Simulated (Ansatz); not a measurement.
## Mo(100) film, 3 layers, adrow C: surface scattering

Wanted: the relaxed structure and the transmission of Mo(100) film, 3 layers, adrow C.

Calculated with Ansatz 0.2.0; Ansatz plane-wave DFT, PBE, PAW files; relaxation of the atoms about the surface defect; PAW set soft_1, in the first sound run; inputs show where later runs differ.

## (1) The starting structure

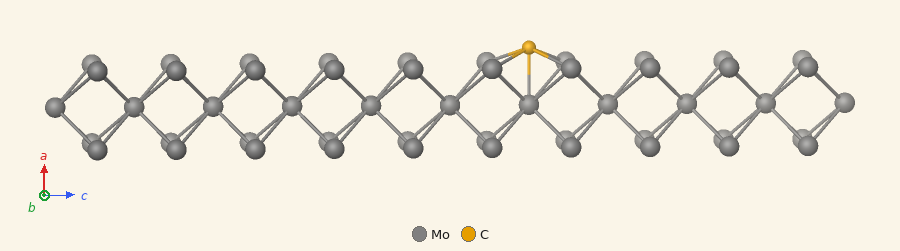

The cell as given, in part (molybdenum grey, carbon orange). Drawn is a stretch of 31 Å of the 38 Å that the cell measures along c, seen along the normal of the ac plane.

The cell holds 37 atoms: 36 Mo and 1 C. Cell: a = 15.720 Å, b = 3.147 Å, c = 37.764 Å, α = 90.0°, β = 90.0°, γ = 90.0°. It derives from Mo. Vacuum lies along a. The structure's axis is c.

## (2) Relaxing about the defect

The neighbours of the defect are let go while the lead's layers stay on their sites, since a lead must repeat to 0.01 Å.

The input, input.yaml:

```yaml
crystal:
  lattice:
    - [15.7205, 0.0, 0.0]
    - [0.0, 3.147, 0.0]
    - [0.0, 0.0, 37.764]
  atoms:
    - { symbol: Mo, position: [0.2862504373, 0.0, 0.0] }
    - { symbol: Mo, position: [0.3863426736, 0.5, 0.0416666667] }
    - { symbol: Mo, position: [0.4864349098, 0.0, 0.0] }
    - { symbol: Mo, position: [0.2862504373, 0.0, 0.0833333333] }
    - { symbol: Mo, position: [0.3863426736, 0.5, 0.125] }
    - { symbol: Mo, position: [0.4864349098, 0.0, 0.0833333333] }
    - { symbol: Mo, position: [0.2862504373, 0.0, 0.1666666667] }
    - { symbol: Mo, position: [0.3863426736, 0.5, 0.2083333333] }
    - { symbol: Mo, position: [0.4864349098, 0.0, 0.1666666667] }
    - { symbol: Mo, position: [0.2862504373, 0.0, 0.25] }
    - { symbol: Mo, position: [0.3863426736, 0.5, 0.2916666667] }
    - { symbol: Mo, position: [0.4864349098, 0.0, 0.25] }
    - { symbol: Mo, position: [0.2862504373, 0.0, 0.3333333333] }
    - { symbol: Mo, position: [0.3863426736, 0.5, 0.375] }
    - { symbol: Mo, position: [0.4864349098, 0.0, 0.3333333333] }
    - { symbol: Mo, position: [0.2862504373, 0.0, 0.4166666667] }
    - { symbol: Mo, position: [0.3863426736, 0.5, 0.4583333333] }
    - { symbol: Mo, position: [0.4864349098, 0.0, 0.4166666667] }
    - { symbol: Mo, position: [0.2862504373, 0.0, 0.5] }
    - { symbol: Mo, position: [0.3863426736, 0.5, 0.5416666667] }
    - { symbol: Mo, position: [0.4864349098, 0.0, 0.5] }
    - { symbol: Mo, position: [0.2862504373, 0.0, 0.5833333333] }
    - { symbol: Mo, position: [0.3863426736, 0.5, 0.625] }
    - { symbol: Mo, position: [0.4864349098, 0.0, 0.5833333333] }
    - { symbol: Mo, position: [0.2862504373, 0.0, 0.6666666667] }
    - { symbol: Mo, position: [0.3863426736, 0.5, 0.7083333333] }
    - { symbol: Mo, position: [0.4864349098, 0.0, 0.6666666667] }
    - { symbol: Mo, position: [0.2862504373, 0.0, 0.75] }
    - { symbol: Mo, position: [0.3863426736, 0.5, 0.7916666667] }
    - { symbol: Mo, position: [0.4864349098, 0.0, 0.75] }
    - { symbol: Mo, position: [0.2862504373, 0.0, 0.8333333333] }
    - { symbol: Mo, position: [0.3863426736, 0.5, 0.875] }
    - { symbol: Mo, position: [0.4864349098, 0.0, 0.8333333333] }
    - { symbol: Mo, position: [0.2862504373, 0.0, 0.9166666667] }
    - { symbol: Mo, position: [0.3863426736, 0.5, 0.9583333333] }
    - { symbol: Mo, position: [0.4864349098, 0.0, 0.9166666667] }
    - { symbol: C, position: [0.5314148266, 0.5, 0.4583333333] }
kpoints:
  mp_grid: { grid: [1, 7, 1] }
hamiltonian:
  xc: pbe
  pseudopotentials: { kind: paw, azcp: { folder: soft_1 } }
scf:
  occupations: { method: fermi_dirac, width: 0.1 }
relax:
  f_tol: 0.03
  max_steps: 40
  constraints:
    - { sites: [0, 1, 2, 3, 4, 5, 6, 7, 8, 9, 10, 11, 12, 15, 18, 21, 24, 25, 27, 28, 29, 30, 31, 32, 33, 34, 35] }
```

Started as:

```sh
> ansatz run input.yaml --threads 8 --pin off --max-ram 15360MiB --backend cpu --events-out ev --progress --plain --runs-dir out
```

Numbers of over 12 decimals in the logs are rounded to 6 here.

Output:

```text
Warning: crystal.symmetry: narrowed to the stabiliser of the relax constraints — unitary ops 4 → 2; lowered at sites 10, 11, 22, 26 (the operations that carried what is held of a site onto what its image site leaves free; the constrained walk keeps no symmetry that its constraints do not admit)
Engine: ansatz 0.2.0, x86_64-unknown-linux-gnu
Pseudopotentials: kind: paw
Pseudopotential: Mo, paw, valence charge 14, recommended cutoff 420 eV (normal), soft_1/Mo.paw.azcp
Pseudopotential: C, paw, valence charge 4, recommended cutoff 420 eV (normal), soft_1/C.paw.azcp
Functional definition: PBE
  parameter kappa = 0.804
  parameter beta = 0.066725
  exchange = pbe_x(kappa = kappa, mu = beta*pi^2/3)
  correlation = pbe_c(beta = beta)
Crystal: 37 atoms, lattice volume = 1868.276 Å³
Basis set: ecut = 420 eV, 36609 PW (Γ), exchange–correlation on 216×48×512 points (8 copies of the dense FFT grid, shifted against one another)
Bands: 305, of which v1, the nominal top of the filled ones, is band 254 counted from 1 (253 counted from 0)
Symmetry: 2 space group operations
k-points: 4 of 7
Non-local potential: Mo, projectors of the file, l = 0: 3, l = 1: 2, l = 2: 2, l = 3: 1
Non-local potential: C, projectors of the file, l = 0: 2, l = 1: 2, l = 2: 1
PAW form: soft (Blöchl's): semilocal exchange-correlation on the pseudo side does not see the compensation charge
PAW one-centre angular grid: Mo, 590 points (default); XC on 64 Gauss nodes
PAW one-centre angular grid: C, 110 points (default); XC on 64 Gauss nodes
Initial density: superposition of atomic densities (neutral atoms: chi_scale 0, normalization atom)
Initial wavefunctions: pseudopotential atomic-orbital guess
Functional: x = pbe(κ = 0.804, μ = 0.219515), c = pbe(β = 0.066725)
SCF iter   1: F=—  HF=-178657.270396 eV  |F-HF|=—  |Δ(HF+E_count)|=         —  Δρ=6.26e-2  dr2=2.17e2  ethr=3.10e-3  ⟨swp⟩=10.2  Hψ=6097  notcnv=0
preconditioner: auto → LDOS  [metal: Δε(μ)=0.010 eV  Ē_g=3.924 eV  σ=0.100 eV  W_gap=0.03  n_scr=310 (ndim 8)  ℏωp=12.7 eV  f_vac=0.543  D(μ)=64.13/eV (n_scr^D=502)  β→1.0]
SCF iter   2: F=—  HF=-178630.116648 eV  |F-HF|=—  |Δ(HF+E_count)|=    2.72e1  Δρ=4.41e-2  dr2=8.39e1  ethr=3.10e-3  ⟨swp⟩=6.2  Hψ=3822  notcnv=0
SCF iter   3: F=—  HF=-178618.495870 eV  |F-HF|=—  |Δ(HF+E_count)|=    1.16e1  Δρ=8.85e-3  dr2=4.47e0  ethr=3.10e-3  ⟨swp⟩=3.5  Hψ=3124  notcnv=0
SCF iter   4: F=—  HF=-178617.979807 eV  |F-HF|=—  |Δ(HF+E_count)|=   5.16e-1  Δρ=2.76e-3  dr2=2.11e-1  ethr=8.79e-4  ⟨swp⟩=2.0  Hψ=2048  notcnv=0
SCF iter   5: F=—  HF=-178617.970445 eV  |F-HF|=—  |Δ(HF+E_count)|=   9.36e-3  Δρ=1.01e-3  dr2=3.53e-2  ethr=4.15e-5  ⟨swp⟩=3.0  Hψ=2454  notcnv=0
SCF iter   6: F=—  HF=-178617.974610 eV  |F-HF|=—  |Δ(HF+E_count)|=   4.16e-3  Δρ=4.69e-4  dr2=1.06e-2  ethr=6.95e-6  ⟨swp⟩=2.8  Hψ=2191  notcnv=0
SCF iter   7: F=—  HF=-178617.976839 eV  |F-HF|=—  |Δ(HF+E_count)|=   2.23e-3  Δρ=1.29e-4  dr2=8.67e-4  ethr=2.09e-6  ⟨swp⟩=2.2  Hψ=1756  notcnv=0
SCF iter   8: F=—  HF=-178617.977128 eV  |F-HF|=—  |Δ(HF+E_count)|=   2.89e-4  Δρ=6.91e-5  dr2=3.32e-4  ethr=1.71e-7  ⟨swp⟩=3.0  Hψ=1901  notcnv=0
SCF iter   9: F=—  HF=-178617.977139 eV  |F-HF|=—  |Δ(HF+E_count)|=   1.06e-5  Δρ=2.83e-5  dr2=4.06e-5  ethr=6.53e-8  ⟨swp⟩=2.0  Hψ=1731  notcnv=0
SCF iter  10: F=-178617.977139 eV  HF=-178617.977140 eV  |F-HF|=5.67e-7  |Δ(HF+E_count)|=   1.37e-6  Δρ=1.11e-5  dr2=4.85e-6  ethr=4.43e-9  ⟨swp⟩=5.0  Hψ=3961  notcnv=0
SCF 1 converged in 10 iterations: F = -178617.977139 eV  dr2 = 4.85e-6
  greatest PAW one-centre occupation: 0.999 electrons in one spin orbital (limit 2), on the Mo atom at site 16 (counted from 0), in its partial waves of l = 0
relax step   1: F+E_penalty+E_count = -178617.97713936 eV  Δ(F+E_penalty+E_count) = +0.000e0 eV  max|allowed force component| = 1.994e0 eV/Å  Δτ_max = 0.0000 Å  (10 SCF iters, dr2 threshold 2.25e-5 eV, accepted)
Initial density: handed on by an earlier stage of this run
Initial wavefunctions: those handed on with the density
iter 1 solved again at ethr=1.63e-3 eV; its pass at ethr=3.10e-3 eV (dr2=8.30e0 eV) is discarded
SCF iter   1: F=—  HF=-178619.536972 eV  |F-HF|=—  |Δ(HF+E_count)|=         —  Δρ=1.03e-2  dr2=7.89e0  ethr=1.63e-3  ⟨swp⟩=1.5  Hψ=3922  notcnv=0
preconditioner: auto → LDOS  [metal: Δε(μ)=0.008 eV  Ē_g=3.268 eV  σ=0.100 eV  W_gap=0.02  n_scr=310 (ndim 8)  ℏωp=12.7 eV  f_vac=0.555  D(μ)=62.89/eV (n_scr^D=486)  β→1.0]
SCF iter   2: F=—  HF=-178619.265750 eV  |F-HF|=—  |Δ(HF+E_count)|=   2.71e-1  Δρ=4.53e-3  dr2=8.89e-1  ethr=1.55e-3  ⟨swp⟩=2.8  Hψ=1879  notcnv=0
SCF iter   3: F=—  HF=-178619.192010 eV  |F-HF|=—  |Δ(HF+E_count)|=   7.37e-2  Δρ=2.53e-3  dr2=2.89e-1  ethr=1.75e-4  ⟨swp⟩=3.0  Hψ=2703  notcnv=0
SCF iter   4: F=—  HF=-178619.161260 eV  |F-HF|=—  |Δ(HF+E_count)|=   3.08e-2  Δρ=7.92e-4  dr2=2.75e-2  ethr=5.69e-5  ⟨swp⟩=2.0  Hψ=1692  notcnv=0
SCF iter   5: F=—  HF=-178619.160684 eV  |F-HF|=—  |Δ(HF+E_count)|=   5.76e-4  Δρ=2.20e-4  dr2=3.17e-3  ethr=5.41e-6  ⟨swp⟩=2.0  Hψ=1712  notcnv=0
SCF iter   6: F=—  HF=-178619.160539 eV  |F-HF|=—  |Δ(HF+E_count)|=   1.46e-4  Δρ=6.93e-5  dr2=2.38e-4  ethr=6.23e-7  ⟨swp⟩=2.2  Hψ=1695  notcnv=0
SCF iter   7: F=-178619.160533 eV  HF=-178619.160539 eV  |F-HF|=6.26e-6  |Δ(HF+E_count)|=   2.48e-7  Δρ=1.89e-5  dr2=1.91e-5  ethr=1.97e-8  ⟨swp⟩=3.2  Hψ=4690  notcnv=0
SCF 2 converged in 7 iterations: F = -178619.160533 eV  dr2 = 1.91e-5
relax step   2: F+E_penalty+E_count = -178619.16053276 eV  Δ(F+E_penalty+E_count) = -1.183e0 eV  max|allowed force component| = 9.972e-1 eV/Å  Δτ_max = 0.1949 Å  (7 SCF iters, dr2 threshold 1.00e-4 eV, accepted)
iter 1 solved again at ethr=6.74e-4 eV; its pass at ethr=3.10e-3 eV (dr2=3.42e0 eV) is discarded
SCF iter   1: F=—  HF=-178619.530532 eV  |F-HF|=—  |Δ(HF+E_count)|=         —  Δρ=6.26e-3  dr2=3.86e0  ethr=6.74e-4  ⟨swp⟩=1.8  Hψ=3690  notcnv=0
eigensolver tolerance schedule calibrated: the retry pair's looser diagonalisation under-reported the residual by θ = 0.11 (0.17/decade); ethr = c·dr2/N_el runs at the constant in force after the calibration composes with the one it found (an armed cap, an earlier calibration), c = 3.4e-2
preconditioner: auto → LDOS  [metal: Δε(μ)=0.006 eV  Ē_g=3.290 eV  σ=0.100 eV  W_gap=0.01  n_scr=310 (ndim 8)  ℏωp=12.7 eV  f_vac=0.556  D(μ)=63.75/eV (n_scr^D=498)  β→1.0]
SCF iter   2: F=—  HF=-178619.413093 eV  |F-HF|=—  |Δ(HF+E_count)|=   1.17e-1  Δρ=2.63e-3  dr2=2.76e-1  ethr=2.57e-4  ⟨swp⟩=3.2  Hψ=2456  notcnv=0
SCF iter   3: F=—  HF=-178619.386483 eV  |F-HF|=—  |Δ(HF+E_count)|=   2.66e-2  Δρ=1.66e-3  dr2=1.16e-1  ethr=1.84e-5  ⟨swp⟩=3.2  Hψ=2932  notcnv=0
[...]
relax step   3: F+E_penalty+E_count = -178619.36785195 eV  Δ(F+E_penalty+E_count) = -2.073e-1 eV  max|allowed force component| = 6.926e-1 eV/Å  Δτ_max = 0.1955 Å  (7 SCF iters, dr2 threshold 6.21e-5 eV, accepted)
[...]
relax step   4: F+E_penalty+E_count = -178619.37970202 eV  Δ(F+E_penalty+E_count) = -1.185e-2 eV  max|allowed force component| = 3.248e-1 eV/Å  Δτ_max = 0.0555 Å  (5 SCF iters, dr2 threshold 1.00e-4 eV, accepted)
[...]
relax step   5: F+E_penalty+E_count = -178619.39112233 eV  Δ(F+E_penalty+E_count) = -1.142e-2 eV  max|allowed force component| = 4.751e-2 eV/Å  Δτ_max = 0.0365 Å  (6 SCF iters, dr2 threshold 2.32e-5 eV, accepted)
[...]
relax step   6: F+E_penalty+E_count = -178619.39148134 eV  Δ(F+E_penalty+E_count) = -3.590e-4 eV  max|allowed force component| = 6.375e-2 eV/Å  Δτ_max = 0.0322 Å  (8 SCF iters, accepted)
SCF iter   1: F=—  HF=-178619.390226 eV  |F-HF|=—  |Δ(HF+E_count)|=         —  Δρ=4.03e-4  dr2=1.64e-2  ethr=1.52e-5  ⟨swp⟩=2.0  Hψ=1949  notcnv=0
preconditioner: auto → LDOS  [metal: Δε(μ)=0.008 eV  Ē_g=3.284 eV  σ=0.100 eV  W_gap=0.02  n_scr=310 (ndim 8)  ℏωp=12.7 eV  f_vac=0.556  D(μ)=63.55/eV (n_scr^D=498)  β→1.0]
SCF iter   2: F=—  HF=-178619.389816 eV  |F-HF|=—  |Δ(HF+E_count)|=   4.11e-4  Δρ=1.97e-4  dr2=1.31e-3  ethr=3.24e-6  ⟨swp⟩=2.0  Hψ=1832  notcnv=0
SCF iter   3: F=—  HF=-178619.389665 eV  |F-HF|=—  |Δ(HF+E_count)|=   1.51e-4  Δρ=8.57e-5  dr2=3.38e-4  ethr=2.58e-7  ⟨swp⟩=3.0  Hψ=2543  notcnv=0
SCF iter   4: F=—  HF=-178619.389605 eV  |F-HF|=—  |Δ(HF+E_count)|=   6.04e-5  Δρ=2.06e-5  dr2=1.68e-5  ethr=6.66e-8  ⟨swp⟩=2.0  Hψ=1679  notcnv=0
SCF iter   5: F=—  HF=-178619.392283 eV  |F-HF|=—  |Δ(HF+E_count)|=   2.68e-3  Δρ=5.33e-6  dr2=1.79e-6  ethr=3.31e-9  ⟨swp⟩=3.0  Hψ=2331  notcnv=0
SCF iter   6: F=—  HF=-178619.392283 eV  |F-HF|=—  |Δ(HF+E_count)|=   1.53e-8  Δρ=1.86e-6  dr2=1.48e-7  ethr=3.53e-10  ⟨swp⟩=2.0  Hψ=1748  notcnv=0
SCF iter   7: F=-178619.392283 eV  HF=-178619.392283 eV  |F-HF|=6.46e-9  |Δ(HF+E_count)|=   3.28e-8  Δρ=5.93e-7  dr2=1.63e-8  ethr=1.97e-11  ⟨swp⟩=5.0  Hψ=4113  notcnv=0
SCF 7 converged in 7 iterations: F = -178619.392283 eV  dr2 = 1.63e-8
relax step   7: F+E_penalty+E_count = -178619.39228266 eV  Δ(F+E_penalty+E_count) = -8.013e-4 eV  max|allowed force component| = 2.191e-2 eV/Å  Δτ_max = 0.0126 Å  (7 SCF iters, accepted)
SCF converged after 7 iterations
Free energy (F): -178619.392283 eV
Harris-Foulkes:  -178619.392283 eV  (|F-HF|=6.46e-9)
Internal energy: -178617.374902 eV  (E = F + TS)
E sigma→0 (E₀):  -178618.383592 eV
Entropy (-TS):   -2.017381 eV (-54.524 meV/atom)
Fermi energy:    3.708998 eV
--- Per-component energies (eV) ---
  E_band       = -10605.209247
  E_kinetic    = 15177.157659
  E_local      = -288742.325873  (includes V_loc(G=0)·N_el)
  E_nonlocal   = 5419.253513
  E_hartree    = 135589.355316
  E_xc         = -6314.400995
  E_vxc        = -7862.880151  (∫ρ·V_xc dr)
  E_paw        = -115737.434050  (= ΣΔE_a)
  E_vpaw       = -5775.146446  (= ΣTr[D̂ρ^β])
  E_aug_tail   = 0.001782  (compensation charges beyond the density's cutoff)
  E_ewald      = 75991.017747
  E_smearing   = -2.017381  (= −TS)
  E_closure    = -0.000000  (closes the sum)
  Σ components = -178619.392283   (vs F -178619.392283, Δ=0.00e0)
--- Forces (eV/Å), atoms counted from 1 ---
  atom   1  Mo     1.28757884     0.00000000     0.00535981
  atom   2  Mo     0.00614555     0.00000000     0.01119486
  atom   3  Mo    -1.29302663     0.00000000    -0.00879074
  atom   4  Mo     1.30041191     0.00000000    -0.00830401
  atom   5  Mo    -0.01056286     0.00000000     0.01859492
  atom   6  Mo    -1.29791820     0.00000000    -0.00281019
  atom   7  Mo     1.27677503     0.00000000    -0.01837006
  atom   8  Mo     0.04286599     0.00000000     0.06787980
  atom   9  Mo    -1.30647137     0.00000000     0.01337098
  atom  10  Mo     1.26603802     0.00000000    -0.09978869
  atom  11  Mo    -0.24217051     0.00000000    -0.32831091
  atom  12  Mo    -1.29674070     0.00000000    -0.21542283
  atom  13  Mo     0.36366112     0.00000000    -0.33370123
  atom  14  Mo     0.00545783     0.00000000     0.00055875
  atom  15  Mo     0.00549649     0.00000000     0.00021689
  atom  16  Mo    -0.10921680     0.00000000    -0.89989820
  atom  17  Mo     0.00285735     0.00000000     0.00596073
  atom  18  Mo    -0.00660931     0.00000000    -0.02190670
  atom  19  Mo    -0.09224377     0.00000000     0.84702030
  atom  20  Mo     0.01427651     0.00000000    -0.00216036
  atom  21  Mo    -0.00698490     0.00000000     0.01863902
  atom  22  Mo     0.04963624     0.00000000     0.17127206
  atom  23  Mo    -0.01330076     0.00000000    -0.01139047
  atom  24  Mo    -0.01086133     0.00000000     0.00311468
  atom  25  Mo     0.46760405     0.00000000     0.18607730
  atom  26  Mo    -0.35352926     0.00000000     0.34677579
  atom  27  Mo    -0.00402832     0.00000000     0.02053229
  atom  28  Mo     1.18710937     0.00000000     0.17403557
  atom  29  Mo    -0.00130386     0.00000000    -0.03609870
  atom  30  Mo    -1.20529919     0.00000000     0.10493316
  atom  31  Mo     1.27252417     0.00000000    -0.00272606
  atom  32  Mo     0.00050330     0.00000000    -0.02067106
  atom  33  Mo    -1.31144531     0.00000000     0.00891391
  atom  34  Mo     1.29920908     0.00000000    -0.00092374
  atom  35  Mo     0.00885922     0.00000000    -0.00457780
  atom  36  Mo    -1.29184206     0.00000000     0.01609255
  atom  37  C     -0.00351578     0.00000000    -0.00468687
  max |Σ_I F_I| component: 6.08e-5 eV/Å
--- Relaxed structure (7 steps of the walk, 7 accepted, 0 SCFs on fresh bases) ---
  F+E_penalty+E_count = -178619.39228266 eV   max|allowed force component| = 2.191e-2 eV/Å
  atoms:
    - { symbol: Mo, position: [0.2862504373, 0.0, -1.6666661200547782e-11] }
    - { symbol: Mo, position: [0.3863426736, 0.5, 0.041667] }
    - { symbol: Mo, position: [0.4864349098, 0.0, -1.6666661200547782e-11] }
    - { symbol: Mo, position: [0.2862504373, 0.0, 0.083333] }
    - { symbol: Mo, position: [0.3863426736, 0.5, 0.125000] }
    - { symbol: Mo, position: [0.4864349098, 0.0, 0.083333] }
    - { symbol: Mo, position: [0.2862504373, 0.0, 0.166667] }
    - { symbol: Mo, position: [0.3863426736, 0.5, 0.208333] }
    - { symbol: Mo, position: [0.4864349098, 0.0, 0.166667] }
    - { symbol: Mo, position: [0.2862504373, 0.0, 0.250000] }
    - { symbol: Mo, position: [0.3863426736, 0.5, 0.291667] }
    - { symbol: Mo, position: [0.4864349098, 0.0, 0.250000] }
    - { symbol: Mo, position: [0.2862504373, 0.0, 0.333333] }
    - { symbol: Mo, position: [0.377909, 0.5, 0.374549] }
    - { symbol: Mo, position: [0.473080, 0.0, 0.334740] }
    - { symbol: Mo, position: [0.2862504373, 0.0, 0.416667] }
    - { symbol: Mo, position: [0.365591, 0.5, 0.458304] }
    - { symbol: Mo, position: [0.478451, 0.0, 0.420816] }
    - { symbol: Mo, position: [0.2862504373, 0.0, 0.500000] }
    - { symbol: Mo, position: [0.378503, 0.5, 0.541837] }
    - { symbol: Mo, position: [0.478937, 0.0, 0.495516] }
    - { symbol: Mo, position: [0.2862504373, 0.0, 0.583333] }
    - { symbol: Mo, position: [0.379447, 0.5, 0.625164] }
    - { symbol: Mo, position: [0.471026, 0.0, 0.581565] }
    - { symbol: Mo, position: [0.2862504373, 0.0, 0.666667] }
    - { symbol: Mo, position: [0.3863426736, 0.5, 0.708333] }
    - { symbol: Mo, position: [0.474241, 0.0, 0.667478] }
    - { symbol: Mo, position: [0.2862504373, 0.0, 0.750000] }
    - { symbol: Mo, position: [0.3863426736, 0.5, 0.791667] }
    - { symbol: Mo, position: [0.4864349098, 0.0, 0.750000] }
    - { symbol: Mo, position: [0.2862504373, 0.0, 0.833333] }
    - { symbol: Mo, position: [0.3863426736, 0.5, 0.875000] }
    - { symbol: Mo, position: [0.4864349098, 0.0, 0.833333] }
    - { symbol: Mo, position: [0.2862504373, 0.0, 0.916667] }
    - { symbol: Mo, position: [0.3863426736, 0.5, 0.958333] }
    - { symbol: Mo, position: [0.4864349098, 0.0, 0.916667] }
    - { symbol: C, position: [0.505520, 0.5, 0.458174] }
```

Wall time 4.4 min (8 threads of Intel Xeon at 2.70GHz, shared host); peak memory 8.6 GiB.

(Continued in part 2 of 2.)

[Logs are printed without paths, hosts, clocks, repeated set-up lines and the standing remarks that a program may print on its own settings, such as how far it seeks lower states.]

[Hosts, paths, dates, database ids (printed as entryN), source tags and the programs' standing remarks are cut or masked in the printed files.]
